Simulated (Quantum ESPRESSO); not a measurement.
## V: band-structure run (part 2 of 2)

V (Im-3m, 1 atom in the cell); Kohn-Sham DFT of a periodic cell, PBE with D3(BJ) two-body, DFT+U, PseudoDojo 0.5 SR PBE standard (Quantum ESPRESSO 7.5); cutoff 1142.88 eV, 5×5×5 k-mesh, cold smearing of 0.2 eV, non-collinear spins. The structure derives from an entry of the Crystallography Open Database.

Log, continued:
```
     total energy              =    -147.25028834 Ry
     estimated scf accuracy    <          2.9E-10 Ry

     total magnetization       =    -0.00    -0.00     3.70 Bohr mag/cell
     absolute magnetization    =     3.70 Bohr mag/cell

     iteration #119     ecut=    84.00 Ry     beta= 0.30
     Davidson diagonalization with overlap
     ethr =  2.21E-12,  avg # of iterations =  1.5

     total energy              =    -147.25028834 Ry
     estimated scf accuracy    <          2.3E-10 Ry

     total magnetization       =     0.00     0.00     3.70 Bohr mag/cell
     absolute magnetization    =     3.70 Bohr mag/cell

     iteration #120     ecut=    84.00 Ry     beta= 0.30
     Davidson diagonalization with overlap
     ethr =  1.75E-12,  avg # of iterations =  2.0

 ==============================================================================
     atom number    1 relative position :    0.0000   0.0000   0.0000
     charge :    11.482243  (integrated on a sphere of radius 0.413)
     magnetization :          0.000000    0.000000    3.023889
     magnetization/charge:    0.000000    0.000000    0.263353
     polar coord.: r, theta, phi [deg] :     3.023889    0.000000  360.000000

 ==============================================================================

     End of self-consistent calculation

     ================= HUBBARD OCCUPATIONS ================
     ------------------------ ATOM    1 ------------------------
     Tr[ns(  1)] (up, down, total) =   3.77903  0.18135  3.96038
     eigenvalues:
       0.024  0.024  0.024  0.055  0.055  0.612  0.612  0.852  0.852  0.852
     eigenvectors (columns):
       0.000 -0.000 -0.000 -0.000  0.000  0.000 -0.961 -0.000 -0.000  0.000
      -0.000 -0.000 -0.000 -0.000 -0.000  0.000 -0.000  0.000 -0.000  0.160
       0.000  0.000 -0.000  0.000  0.000 -0.000  0.000 -0.000  0.707  0.689
       0.000  0.000 -0.000 -0.000 -0.000 -0.230 -0.000  0.000  0.000 -0.000
       0.000  0.000 -0.000 -0.000 -0.000 -0.000 -0.000  0.983 -0.000  0.000
       0.000 -0.000 -0.000  1.000  0.000  0.000 -0.000 -0.000 -0.000  0.000
       0.000 -0.685 -0.687 -0.000  0.000  0.000  0.000  0.000  0.000 -0.000
       0.000 -0.176 -0.166 -0.000 -0.000  0.000  0.000 -0.000 -0.000  0.000
      -0.000  0.000 -0.000 -0.000  0.000  0.000  0.000  0.000 -0.000 -0.000
       1.000  0.000  0.000 -0.000  0.000  0.000 -0.000 -0.000 -0.000 -0.000
     occupations, | n_(i1, i2)^(sigma1, sigma2) |:
       0.612  0.000  0.000  0.000  0.000  0.000  0.000  0.000  0.000  0.000
       0.000  0.852  0.000  0.000  0.000  0.000  0.000  0.000  0.000  0.000
       0.000  0.000  0.852  0.000  0.000  0.000  0.000  0.000  0.000  0.000
       0.000  0.000  0.000  0.612  0.000  0.000  0.000  0.000  0.000  0.000
       0.000  0.000  0.000  0.000  0.852  0.000  0.000  0.000  0.000  0.000
       0.000  0.000  0.000  0.000  0.000  0.055  0.000  0.000  0.000  0.000
       0.000  0.000  0.000  0.000  0.000  0.000  0.024  0.000  0.000  0.000
       0.000  0.000  0.000  0.000  0.000  0.000  0.000  0.024  0.000  0.000
       0.000  0.000  0.000  0.000  0.000  0.000  0.000  0.000  0.055  0.000
       0.000  0.000  0.000  0.000  0.000  0.000  0.000  0.000  0.000  0.024
     Atomic magnetic moment mx, my, mz =    -0.000000    0.000000    3.597684

     Number of occupied Hubbard levels =    3.9604

          k = 0.0000 0.0000 0.0000 (  1205 PWs)   bands (ev):

   -47.2332 -44.1593 -20.6801 -20.6801 -20.6800 -17.5773 -17.5773 -17.5773
     8.6899  10.8546  14.3619  14.3620  14.3621  17.8952  17.8952  22.0077
    22.0077  22.0077  23.5170  23.5171  35.4112  35.4112  35.4112  37.4599
    37.4600  37.4600  42.2584  42.2584  44.1163  44.1164

          k = 0.1732 0.1732 0.0000 (  1232 PWs)   bands (ev):

   -47.1718 -44.0879 -20.9995 -20.7796 -20.6823 -17.9036 -17.6733 -17.5806
    10.0879  12.3862  13.7568  14.2237  15.4680  17.3787  17.9617  21.2809
    21.3143  23.1301  23.2524  23.5924  32.7140  34.3694  35.1077  36.4113
    36.5741  38.8564  40.3583  41.2386  41.5777  43.1439

          k = 0.3464 0.3464 0.0000 (  1218 PWs)   bands (ev):

   -47.0900 -43.9444 -21.4904 -20.9332 -20.6861 -18.4134 -17.8311 -17.5862
    11.2131  12.8996  15.8602  15.8771  17.4180  17.7062  18.2196  19.4968
    20.3691  23.7028  23.9255  25.4668  26.8144  29.9593  31.3646  33.2844
    35.3666  37.9693  38.0918  40.5860  41.2388  43.5901

          k = 0.3464 0.1732 0.1732 (  1216 PWs)   bands (ev):

   -47.0995 -43.9809 -21.3252 -20.9262 -20.7507 -18.2387 -17.8092 -17.6479
    11.7363  13.3447  13.5961  15.0614  17.0902  17.7105  18.6209  20.0140
    20.5781  23.2673  24.0034  24.9131  29.9047  30.1791  32.5018  32.7016
    35.1000  37.5889  37.7828  40.0474  41.8487  44.1577

          k = 0.5196 0.3464 0.1732 (  1215 PWs)   bands (ev):

   -47.0484 -43.9234 -21.4732 -21.0968 -20.7706 -18.3642 -17.9775 -17.6673
    11.9185  12.9114  14.3996  17.4017  17.9057  18.0125  19.2165  20.0325
    21.6199  23.6439  24.1390  25.2623  26.2860  28.4984  28.7585  31.0516
    33.3798  35.7653  38.9133  41.3161  41.6898  43.9380

          k = 0.3464 0.3464 0.3464 (  1223 PWs)   bands (ev):

   -47.0478 -43.9454 -21.3648 -20.9911 -20.9911 -18.2422 -17.8647 -17.8647
    12.6548  12.6549  12.9694  18.2131  18.2132  18.2603  19.5792  19.5792
    22.2606  24.0329  24.0330  26.8060  27.5532  27.5532  28.1358  30.3205
    30.3205  30.7687  43.2020  45.2693  46.3333  46.3333

          k = 0.0000 0.0000 0.3464 (  1216 PWs)   bands (ev):

   -47.1120 -44.0260 -21.0460 -20.8870 -20.8870 -17.9560 -17.7749 -17.7749
    11.3439  13.7867  14.4814  14.4815  15.4429  15.6194  18.6952  20.9859
    21.9646  21.9646  23.1182  24.1347  32.8931  34.4458  34.4458  34.6586
    35.1900  36.5958  37.1178  37.1178  43.3160  43.3160

          k = 0.0000-0.1732 0.5196 (  1219 PWs)   bands (ev):

   -47.0273 -43.9158 -21.4103 -21.0518 -20.9097 -18.3143 -17.9422 -17.7989
    12.4115  14.0728  14.1335  16.0176  16.9375  17.5199  19.0913  20.2882
    21.5696  22.6415  24.3375  25.2567  27.2466  30.2672  31.2616  32.1720
    34.0299  34.3642  36.8060  39.0736  42.7619  44.0614

          k =-0.6928-0.1732-0.1732 (  1220 PWs)   bands (ev):

   -46.9799 -43.8846 -21.3251 -21.3251 -20.9503 -18.2141 -18.2141 -17.8451
    13.2009  13.2010  14.0439  17.1335  17.1337  18.3990  18.3991  21.0134
    24.3170  24.3170  24.8130  24.8130  26.0646  27.9534  27.9534  29.1518
    35.2215  35.2215  37.5434  37.5434  39.8575  42.1238

          k = 0.0000 0.0000 0.6928 (  1220 PWs)   bands (ev):

   -46.9386 -43.8573 -21.2908 -21.2310 -21.2310 -18.1904 -18.1282 -18.1282
    12.5813  12.6453  16.7355  16.7356  17.4077  17.6100  17.8769  22.8303
    24.1053  24.1053  25.1641  25.5190  27.0048  27.0048  29.8580  29.8580
    32.3599  32.9989  34.7716  35.2699  39.0043  41.2009

          k = 0.1732-0.0000 0.1732 (  1232 PWs)   bands (ev):

   -47.1718 -44.0879 -20.9995 -20.7796 -20.6823 -17.9036 -17.6734 -17.5806
    10.0879  12.3862  13.7569  14.2235  15.4681  17.3788  17.9617  21.2809
    21.3143  23.1301  23.2523  23.5925  32.7140  34.3694  35.1077  36.4113
    36.5740  38.8565  40.3583  41.2386  41.5777  43.1438

          k = 0.3464-0.0000 0.3464 (  1218 PWs)   bands (ev):

   -47.0900 -43.9444 -21.4904 -20.9332 -20.6861 -18.4134 -17.8311 -17.5862
    11.2130  12.8997  15.8602  15.8770  17.4180  17.7063  18.2196  19.4968
    20.3691  23.7027  23.9256  25.4668  26.8144  29.9593  31.3646  33.2845
    35.3666  37.9692  38.0918  40.5860  41.2388  43.5901

          k = 0.1732 0.1732 0.3464 (  1216 PWs)   bands (ev):

   -47.0995 -43.9809 -21.3252 -20.9262 -20.7507 -18.2386 -17.8092 -17.6479
    11.7363  13.3447  13.5962  15.0614  17.0902  17.7105  18.6209  20.0140
    20.5781  23.2672  24.0035  24.9131  29.9047  30.1791  32.5018  32.7016
    35.1000  37.5889  37.7828  40.0474  41.8487  44.1578

          k = 0.3464 0.1732 0.5196 (  1215 PWs)   bands (ev):

   -47.0484 -43.9234 -21.4732 -21.0969 -20.7706 -18.3642 -17.9775 -17.6673
    11.9184  12.9114  14.3996  17.4017  17.9056  18.0126  19.2165  20.0325
    21.6199  23.6439  24.1391  25.2623  26.2859  28.4984  28.7585  31.0516
    33.3798  35.7653  38.9133  41.3161  41.6897  43.9380

          k = 0.0000 0.3464 0.0000 (  1216 PWs)   bands (ev):

   -47.1120 -44.0260 -21.0460 -20.8870 -20.8870 -17.9561 -17.7749 -17.7748
    11.3439  13.7867  14.4815  14.4816  15.4428  15.6194  18.6953  20.9860
    21.9645  21.9645  23.1182  24.1346  32.8931  34.4458  34.4458  34.6586
    35.1901  36.5957  37.1177  37.1177  43.3160  43.3160

          k =-0.1732 0.5196 0.0000 (  1219 PWs)   bands (ev):

   -47.0273 -43.9158 -21.4103 -21.0518 -20.9097 -18.3143 -17.9422 -17.7990
    12.4115  14.0728  14.1335  16.0177  16.9374  17.5198  19.0914  20.2882
    21.5696  22.6415  24.3374  25.2568  27.2466  30.2671  31.2616  32.1720
    34.0299  34.3642  36.8060  39.0735  42.7619  44.0614

          k = 0.5196 0.0000-0.1732 (  1219 PWs)   bands (ev):

   -47.0273 -43.9158 -21.4103 -21.0518 -20.9097 -18.3143 -17.9422 -17.7989
    12.4115  14.0728  14.1336  16.0177  16.9374  17.5199  19.0914  20.2882
    21.5696  22.6415  24.3374  25.2567  27.2466  30.2672  31.2616  32.1720
    34.0299  34.3642  36.8060  39.0735  42.7619  44.0614

          k =-0.0000 0.6928-0.0000 (  1220 PWs)   bands (ev):

   -46.9386 -43.8573 -21.2908 -21.2310 -21.2310 -18.1905 -18.1282 -18.1281
    12.5814  12.6452  16.7355  16.7357  17.4075  17.6099  17.8770  22.8303
    24.1053  24.1053  25.1641  25.5190  27.0048  27.0048  29.8580  29.8580
    32.3599  32.9989  34.7717  35.2698  39.0043  41.2010

     the Fermi energy is    17.5872 ev

!    total energy              =    -147.25028834 Ry
     estimated scf accuracy    <          1.6E-10 Ry
     smearing contrib. (-TS)   =      -0.00017186 Ry
     internal energy E=F+TS    =    -147.25011648 Ry

     The total energy is F=E-TS. E is the sum of the following terms:
     one-electron contribution =     -47.31221364 Ry
     hartree contribution      =      30.67363738 Ry
     xc contribution           =     -23.30465777 Ry
     ewald contribution        =    -107.45867855 Ry
     DFT-D3 Dispersion         =      -0.04833438 Ry
     Hubbard energy            =       0.20013049 Ry

     total magnetization       =     0.00     0.00     3.70 Bohr mag/cell
     absolute magnetization    =     3.70 Bohr mag/cell

     convergence has been achieved in 120 iterations

     Forces acting on atoms (cartesian axes, Ry/au):

     atom    1 type  1   force =     0.00000000    0.00000000    0.00000000

     Total force =     0.000000     Total SCF correction =     0.000000

     Computing stress (Cartesian axis) and pressure

          total   stress  (Ry/bohr**3)                   (kbar)     P=      608.43
   0.00413598  -0.00000000  -0.00000000          608.42       -0.00       -0.00
  -0.00000000   0.00413598  -0.00000000           -0.00      608.42       -0.00
  -0.00000000  -0.00000000   0.00413601           -0.00       -0.00      608.43

=------------------------------------------------------------------------------=
   JOB DONE.
=------------------------------------------------------------------------------=
```

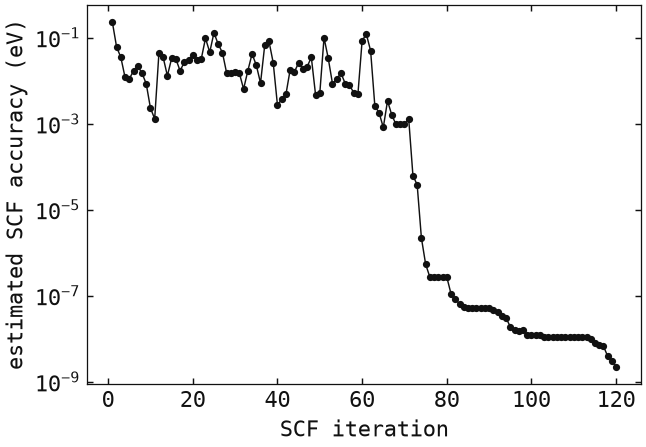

**Figure 1.** Convergence of the self-consistent field: estimated SCF accuracy against the iteration. The field takes 120 iterations in all.

This output came from the following input.

Input:
```
&CONTROL
  calculation = 'scf'
  prefix = 'pwscf'
  outdir = './tmp'
  pseudo_dir = './pseudo'
  tprnfor = .true.
  tstress = .true.
  disk_io = 'low'
/
&SYSTEM
  ibrav = 0
  A = 2.62293114
  nat = 1
  ntyp = 1
  ecutwfc = 84
  nbnd = 30
  occupations = 'smearing'
  smearing = 'mv'
  degauss = 0.01469973
  noncolin = .true.
  starting_magnetization(1) = 0.1538
  angle1(1) = 0
  angle2(1) = 0
  vdw_corr = 'grimme-d3'
  dftd3_version = 4
  dftd3_threebody = .false.
/
&ELECTRONS
  conv_thr = 2d-10
  electron_maxstep = 120
  mixing_beta = 0.3
/
ATOMIC_SPECIES
V     50.9415 V.upf
CELL_PARAMETERS alat
  -0.5773502693    0.5773502693    0.5773502693
   0.5773502693   -0.5773502693    0.5773502693
   0.5773502693    0.5773502693   -0.5773502693
ATOMIC_POSITIONS alat
V      0.0000000000    0.0000000000    0.0000000000
K_POINTS automatic
5 5 5 0 0 0
HUBBARD {ortho-atomic}
U V-3d 5.3
```

File bands.in:
```
&CONTROL
  calculation = 'bands'
  prefix = 'pwscf'
  outdir = './tmp'
  pseudo_dir = './pseudo'
  disk_io = 'low'
  verbosity = 'high'
/
&SYSTEM
  ibrav = 0
  A = 2.62293114
  nat = 1
  ntyp = 1
  ecutwfc = 84
  nbnd = 30
  occupations = 'smearing'
  smearing = 'mv'
  degauss = 0.01469973
  noncolin = .true.
  starting_magnetization(1) = 0.1538
  angle1(1) = 0
  angle2(1) = 0
  vdw_corr = 'grimme-d3'
  dftd3_version = 4
  dftd3_threebody = .false.
/
&ELECTRONS
  conv_thr = 1d-08
  electron_maxstep = 120
  mixing_beta = 0.3
  diago_full_acc = .true.
/
ATOMIC_SPECIES
V     50.9415 V.upf
CELL_PARAMETERS alat
  -0.5773502693    0.5773502693    0.5773502693
   0.5773502693   -0.5773502693    0.5773502693
   0.5773502693    0.5773502693   -0.5773502693
ATOMIC_POSITIONS alat
V      0.0000000000    0.0000000000    0.0000000000
K_POINTS crystal
60
 0.0000000000  0.0000000000  0.0000000000 1
 0.0416666667 -0.0416666667  0.0416666667 1
 0.0833333333 -0.0833333333  0.0833333333 1
 0.1250000000 -0.1250000000  0.1250000000 1
 0.1666666667 -0.1666666667  0.1666666667 1
 0.2083333333 -0.2083333333  0.2083333333 1
 0.2500000000 -0.2500000000  0.2500000000 1
 0.2916666667 -0.2916666667  0.2916666667 1
 0.3333333333 -0.3333333333  0.3333333333 1
 0.3750000000 -0.3750000000  0.3750000000 1
 0.4166666667 -0.4166666667  0.4166666667 1
 0.4583333333 -0.4583333333  0.4583333333 1
 0.5000000000 -0.5000000000  0.5000000000 1
 0.4375000000 -0.4375000000  0.5000000000 1
 0.3750000000 -0.3750000000  0.5000000000 1
 0.3125000000 -0.3125000000  0.5000000000 1
 0.2500000000 -0.2500000000  0.5000000000 1
 0.1875000000 -0.1875000000  0.5000000000 1
 0.1250000000 -0.1250000000  0.5000000000 1
 0.0625000000 -0.0625000000  0.5000000000 1
 0.0000000000  0.0000000000  0.5000000000 1
 0.0000000000  0.0000000000  0.4444444444 1
 0.0000000000  0.0000000000  0.3888888889 1
 0.0000000000  0.0000000000  0.3333333333 1
 0.0000000000  0.0000000000  0.2777777778 1
 0.0000000000  0.0000000000  0.2222222222 1
 0.0000000000  0.0000000000  0.1666666667 1
 0.0000000000  0.0000000000  0.1111111111 1
 0.0000000000  0.0000000000  0.0555555556 1
 0.0000000000  0.0000000000  0.0000000000 1
 0.0227272727  0.0227272727  0.0227272727 1
 0.0454545455  0.0454545455  0.0454545455 1
 0.0681818182  0.0681818182  0.0681818182 1
 0.0909090909  0.0909090909  0.0909090909 1
 0.1136363636  0.1136363636  0.1136363636 1
 0.1363636364  0.1363636364  0.1363636364 1
 0.1590909091  0.1590909091  0.1590909091 1
 0.1818181818  0.1818181818  0.1818181818 1
 0.2045454545  0.2045454545  0.2045454545 1
 0.2272727273  0.2272727273  0.2272727273 1
 0.2500000000  0.2500000000  0.2500000000 1
 0.2708333333  0.1875000000  0.2708333333 1
 0.2916666667  0.1250000000  0.2916666667 1
 0.3125000000  0.0625000000  0.3125000000 1
 0.3333333333  0.0000000000  0.3333333333 1
 0.3541666667 -0.0625000000  0.3541666667 1
 0.3750000000 -0.1250000000  0.3750000000 1
 0.3958333333 -0.1875000000  0.3958333333 1
 0.4166666667 -0.2500000000  0.4166666667 1
 0.4375000000 -0.3125000000  0.4375000000 1
 0.4583333333 -0.3750000000  0.4583333333 1
 0.4791666667 -0.4375000000  0.4791666667 1
 0.5000000000 -0.5000000000  0.5000000000 1
 0.2500000000  0.2500000000  0.2500000000 1
 0.2083333333  0.2083333333  0.2916666667 1
 0.1666666667  0.1666666667  0.3333333333 1
 0.1250000000  0.1250000000  0.3750000000 1
 0.0833333333  0.0833333333  0.4166666667 1
 0.0416666667  0.0416666667  0.4583333333 1
 0.0000000000  0.0000000000  0.5000000000 1
HUBBARD {ortho-atomic}
U V-3d 5.3
```

Launch command:
```bash
OMP_NUM_THREADS=1 pw.x -in pw.in > pw.out
OMP_NUM_THREADS=1 pw.x -in bands.in > bands.out
```

Summary:

```json
{"quantity": "outcome", "value": "converged"}
{"quantity": "space group (tolerance 0.01 Å)", "value": "Im-3m (229)"}
{"quantity": "electrons treated", "value": "13"}
{"quantity": "free energy", "value": "−2003.4422 eV"}
{"quantity": "Fermi energy", "value": "17.587 eV"}
{"quantity": "gap on the k-point mesh", "value": "none (metallic)"}
{"quantity": "net moment of the cell", "value": "3.70 μB"}
{"quantity": "integrated absolute moment", "value": "3.70 μB"}
{"quantity": "pressure", "value": "60.84 GPa"}
{"quantity": "largest force (length of the vector)", "value": "under 0.001 eV/Å"}
{"quantity": "hardware", "value": "1 thread of INTEL XEON PLATINUM @ 2.30GHz (Emerald Rapids), 24 GiB of memory available, shared host"}
{"quantity": "wall time", "value": "2 min"}
{"quantity": "peak memory", "value": "0.13 GiB"}
```

Points of doubt noted for this run: coarse mesh. The k-point mesh is coarse for a cell of this size, so the results may not be converged.
